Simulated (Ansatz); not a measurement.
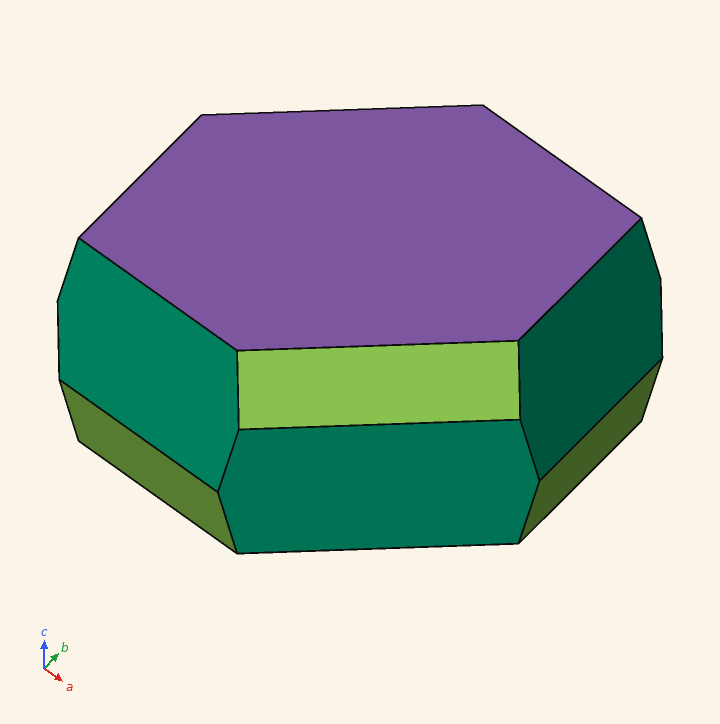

The shape was computed with the Donnay–Harker form of the Bravais–Friedel law: planes with larger spacing d grow more slowly and so show as larger faces; centring, glide planes and screw axes halve or divide d. Faces of one form share a colour. Cell of WS₂: space group R3m (No. 160), a = 3.157 Å, b = 3.157 Å, c = 18.118 Å, α = 90.00°, β = 90.00°, γ = 120.00°. Origin: the geometry relaxed with DFT PBE+D3(BJ), scalar-relativistic, plane waves, PAW (Ansatz 0.2.0). Forms under 0.4 % of the area are left out. Forms are taken in the Laue class: a face and its opposite count as one form.

Question: Which form is which colour?

Answer: purple: {003} (d = 6.04 Å, 50 % of the area); teal: {101} (d = 2.70 Å, 34 % of the area); green: {012} (d = 2.62 Å, 16 % of the area).
